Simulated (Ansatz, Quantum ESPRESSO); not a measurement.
# BN (F-43m): the LO frequency by hand

Wanted: the LO mode of BN (F-43m) from the TO mode and the field response.

Main program and level: Quantum ESPRESSO 7.5; DFT PBE, scalar-relativistic, plane waves, PseudoDojo norm-conserving pseudopotentials.

**1. Set-up**

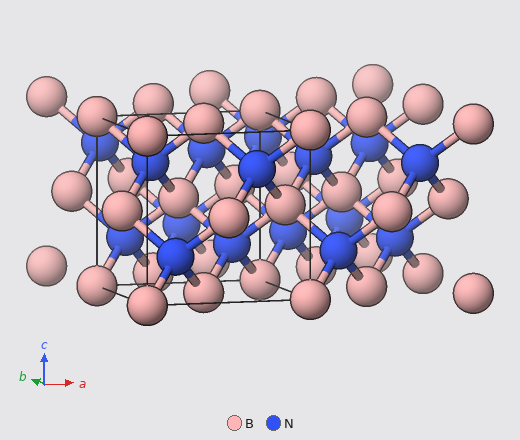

Start, viewed slightly off an axis; boron pink, nitrogen blue. 2×2×1 cells are drawn. This picture shows the conventional cell, with its axes. Bonds to atoms that aren't drawn are left out. Some periodic images of atoms are drawn too.

Coordinates:

```cif
data_structure
_symmetry_space_group_name_H-M 'F-43m'
_symmetry_Int_Tables_number 216
_cell_length_a 3.6233
_cell_length_b 3.6233
_cell_length_c 3.6233
_cell_angle_alpha 90.000
_cell_angle_beta 90.000
_cell_angle_gamma 90.000
_cell_volume 47.57
loop_
_atom_site_label
_atom_site_type_symbol
_atom_site_symmetry_multiplicity
_atom_site_Wyckoff_symbol
_atom_site_fract_x
_atom_site_fract_y
_atom_site_fract_z
_atom_site_occupancy
B1 B 4 a 0.00000 0.00000 0.00000 1
N1 N 4 c 0.75000 0.25000 0.75000 1
```

This is the cell after its relaxation at this level of theory, not the database cell from which that began.

**2. What the response run gave**

A linear-response run on the relaxed cell, with the response to an electric field; only its zone-centre results are used. Cutoff 84 Ry, k mesh 12×12×12.

The program printed:

```text
[banners, grids, parts of the stress and lines that vanish by symmetry left out]
Program PHONON v.7.5
     Reading xml data from directory:

[...]
Exchange-correlation= PBE
                           (   1   4   3   4   0   0   0)
[...]
kinetic-energy cut-off    =      84.0000  Ry
     charge density cut-off    =     336.0000  Ry
     convergence threshold     =      1.0E-18
[...]
Exchange-correlation= PBE
                           (   1   4   3   4   0   0   0)
[...]
q = (   0.0000000   0.0000000   0.0000000 )
     25 Sym.Ops. (with q -> -q+G )
     G cutoff =  399.0182  (   8363 G-vectors)     FFT grid: ( 30, 30, 30)
     number of k points=    72
[...]
Mode symmetry, T_d (-43m)  point group:
[...]
Dielectric constant
[...]
End of electric fields calculation
          Dielectric constant in cartesian axis
          (       4.550601712      -0.000000000       0.000000000 )
          (      -0.000000000       4.550601712      -0.000000000 )
          (       0.000000000      -0.000000000       4.550601712 )
          Effective charges (d Force / dE) in cartesian axis without acoustic sum rule applied (asr)
           atom    1  B     Mean Z*:        1.91006
      Ex  (        1.91006        0.00000        0.00000 )
      Ey  (        0.00000        1.91006        0.00000 )
      Ez  (        0.00000        0.00000        1.91006 )
           atom    2  N     Mean Z*:       -1.91008
      Ex  (       -1.91008        0.00000        0.00000 )
      Ey  (        0.00000       -1.91008       -0.00000 )
      Ez  (        0.00000       -0.00000       -1.91008 )
          Effective charges Sum: Mean:       -0.00002
[...]
Effective charges (d Force / dE) in cartesian axis with asr applied:
           atom    1  B     Mean Z*:        1.91007
[...]
atom    2  N     Mean Z*:       -1.91007
[...]
Representation #   1 modes #   1   2   3
[...]
End of self-consistent calculation
     Convergence has been achieved
     Representation #   2 modes #   4   5   6
[...]
End of self-consistent calculation
     Convergence has been achieved
[...]
Dielectric constant in cartesian axis
          (       4.550601712      -0.000000000       0.000000000 )
          (      -0.000000000       4.550601712      -0.000000000 )
          (       0.000000000      -0.000000000       4.550601712 )
          Effective charges (d Force / dE) in cartesian axis without acoustic sum rule applied (asr)
           atom    1  B     Mean Z*:        1.91006
      Ex  (        1.91006        0.00000        0.00000 )
      Ey  (        0.00000        1.91006        0.00000 )
      Ez  (        0.00000        0.00000        1.91006 )
           atom    2  N     Mean Z*:       -1.91008
      Ex  (       -1.91008        0.00000        0.00000 )
      Ey  (        0.00000       -1.91008       -0.00000 )
      Ez  (        0.00000       -0.00000       -1.91008 )
          Effective charges Sum: Mean:       -0.00002
[...]
Effective charges (d Force / dE) in cartesian axis with asr applied:
           atom    1  B     Mean Z*:        1.91007
[...]
atom    2  N     Mean Z*:       -1.91007
[...]
q = (    0.000000000   0.000000000   0.000000000 )
[...]
freq (    1) =       0.042293 [THz] =       1.410742 [cm-1]
     freq (    2) =       0.042293 [THz] =       1.410742 [cm-1]
     freq (    3) =       0.042293 [THz] =       1.410742 [cm-1]
     freq (    4) =      30.857528 [THz] =    1029.296347 [cm-1]
     freq (    5) =      30.857528 [THz] =    1029.296347 [cm-1]
     freq (    6) =      30.857528 [THz] =    1029.296347 [cm-1]
[...]
Mode symmetry, T_d (-43m)  point group:
     freq (   1-   3) =          1.4  [cm-1]   --> T_2  G_15 P_4   I+R
     freq (   4-   6) =       1029.3  [cm-1]   --> T_2  G_15 P_4   I+R

   JOB DONE.
```

| quantity | value |
| --- | --- |
| cell volume Ω (Å³) | 11.892 |
| mass of B (u) | 10.810 |
| mass of N (u) | 14.007 |
| Born charge of B, raw (e) | 1.910 |
| Born charge of N, raw (e) | -1.910 |
| ε∞ | 4.551 |
| ω(TO) after the sum rule (cm⁻¹) | 1029.3 |

**3. The calculation**

The charges must sum to zero over the cell; taking off their mean, 0.000 e, leaves Z* = 1.910 e on B. In the polar mode B moves against N, so the reduced mass is μ = 10.81 × 14.01 / 24.82 = 6.101 u.

A longitudinal wave builds up a field that adds to the restoring force: ω(LO)² = ω(TO)² + 4π Z*² / (μ Ω ε∞), in Hartree atomic units. With μ = 11122 electron masses and Ω = 80.25 bohr³ the second term is 1.1288e-05 Ha², or 543727 cm⁻² (1 Ha = 219474.6 cm⁻¹).

So ω(LO) = √(1059458 + 543727) = 1266.2 cm⁻¹, and by the Lyddane-Sachs-Teller relation ε₀ = ε∞ (ω(LO)/ω(TO))² = 6.89.

**4. Check against the program**

The analysis program adds the same non-analytic term to the full matrix, here for q along (1 0 0).

The program printed:

```text
[banner, memory and clock lines left out]
Program DYNMAT v.7.5

     Reading Dynamical Matrix from file g.dyn
     ...Force constants read
     ...epsilon and Z* read

     Polarizability (A^3 units)
     multiply by 0.457973 for Clausius-Mossotti correction
         3.360124   -0.000000    0.000000
        -0.000000    3.360124   -0.000000
         0.000000   -0.000000    3.360124

     IR activities are in (D/A)^2/amu units

# mode   [cm-1]    [THz]      IR
    1     -0.00   -0.0000    0.0000
    2      0.00    0.0000    0.0000
    3      0.00    0.0000    0.0000
    4   1029.30   30.8575   13.7957
    5   1029.30   30.8575   13.7957
    6   1266.16   37.9585   13.7957
```

ε₀ comes from the program's run without a direction of q.

| quantity | by hand | program |
| --- | --- | --- |
| ω(LO) (cm⁻¹) | 1266.2 | 1266.2 |
| ε₀ | 6.89 | 6.89 |

**5. Summary of results**

| Quantity | Value |
| --- | --- |
| TO mode | 1029 cm⁻¹ |
| LO mode | 1266 cm⁻¹ |
| static dielectric constant | 6.886 |

The LO mode of BN (F-43m) lies at 1266 cm⁻¹, 237 cm⁻¹ above the TO mode; the formula meets the program within 0.1 cm⁻¹, as it must for a cubic crystal with one polar mode. ω(LO)² − ω(TO)² goes with Z*²/ε∞: an error of 5 % in ε∞ would move the LO mode by 10.3 cm⁻¹, and semilocal functionals tend to overestimate ε∞. These are harmonic values at zero temperature, at the volume of this functional, for the structure held cubic; stability elsewhere in the zone is no part of this calculation.

[Host names and launcher messages were left out of these logs when they were recorded.]

[Logs are printed without paths, hosts, clocks, repeated set-up lines and the standing remarks that a program may print on its own settings, such as how far it seeks lower states.]

[Hosts, paths, dates, database ids (printed as entryN), source tags and the programs' standing remarks are cut or masked in the printed files.]
